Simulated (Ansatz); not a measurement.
GaP2

The calculation's input:

```
crystal:
  lattice:
    - [3.6337445547, 0.0, 0.0]
    - [0.0, 3.6337445547, 0.0]
    - [0.0, 0.0, 4.0835493709]
  atoms:
    - { symbol: Ga, position: [0.0, 0.0, 0.0] }
    - { symbol: P, position: [0.5, 0.0, 0.5665103688] }
    - { symbol: P, position: [0.0, 0.5, 0.4334896312] }
basis:
  ecutwfc: 420
kpoints:
  mp_grid: { grid: [12, 12, 12] }
hamiltonian:
  xc: pbe
scf:
  occupations: { method: gaussian, width: 0.1 }
output:
  forces: true
  stress: true
  eigenvalues: true
  write_density: true
  write_potential: true
  elf: true
  volumetric_format: npy
relax:
  adjacent_minimum: "off"
  f_tol: 0.01
  max_steps: 80
  cell: { stress_tol: 0.05 }
```

Run with:

```sh
ansatz run input.yaml --threads 1 --pin off --max-ram 2560MiB --backend cpu --events-out ev --progress --plain --runs-dir out
```

Below, planes, directions and counts refer to the conventional cell (a = 3.40 Å, b = 3.40 Å, c = 4.76 Å, α = 90.00°, β = 90.00°, γ = 90.00°).

The fields are those of the run's last geometry, not of the input's.

Space group P-4m2; a structure generated by program, which may or may not match a known phase; computed without spin polarisation.

Level of theory: Ansatz 0.2.0, DFT PBE, scalar-relativistic, plane waves, PAW.

The density is the valence pseudo-density of a PAW calculation; it isn't the true density close to the nuclei.

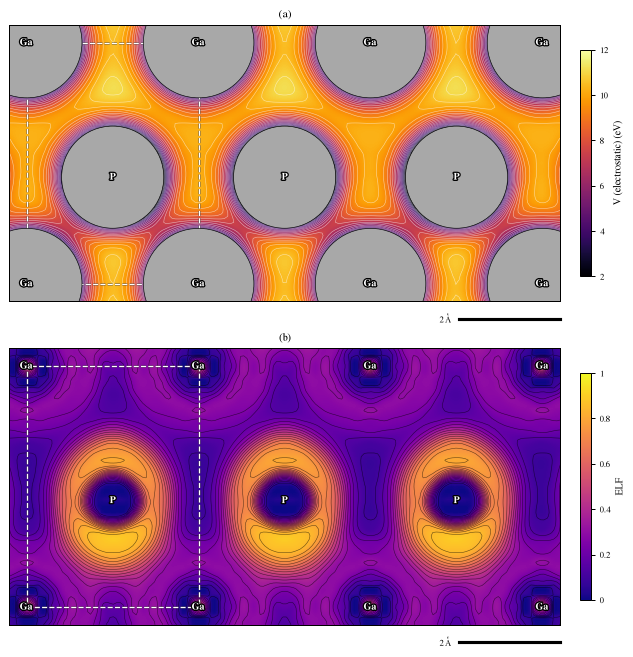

Figure 1. (a) electrostatic potential (local pseudopotential plus Hartree) felt by an electron; (b) ELF on the (100) plane of the conventional cell. Grey discs cover the atomic cores in the potential map.

Question: Interpret the plot.

Answer:
- The section cuts through Ga and P sites.
- Ga–P (2.70 Å): the ELF peaks at about 0.85 in the valence shell of P, 0.8 Å from its nucleus, and is about 0.50 at the midpoint.
- The features right at Ga lie inside the PAW spheres, where the map follows smoothed inner orbitals and isn't to be read closely.
- Outside the cores the potential energy rises away from the atoms and is highest about 1.8 Å from the nearest atoms; its zero is arbitrary.

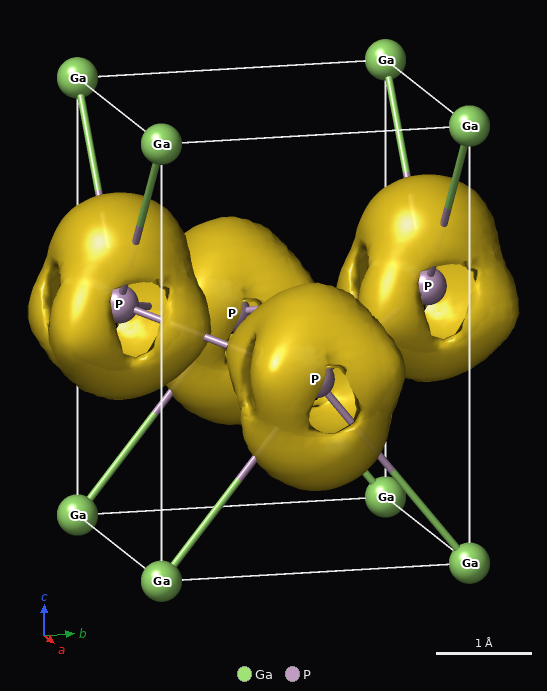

Figure 2. Isosurface of the electron localisation function at 0.75 (yellow), seen slightly off an axis. Only the valence region is drawn (cores and ρ < 0.01 e/Å³ removed). Sticks mark near contacts.

Question: What do the ELF domains correspond to?

Answer: At this value the surface marks out two regions wrapped around P (the valence shell of each), counted in one cell of 3 atoms. Any copies at cell faces, edges or corners count once.


P–P (2.46 Å): the ELF peaks at about 0.85 between the atoms.

Question: Does the calculation make it a metal, or give it a gap?

Answer: It is metallic or semimetallic at this level of theory: no gap opens.
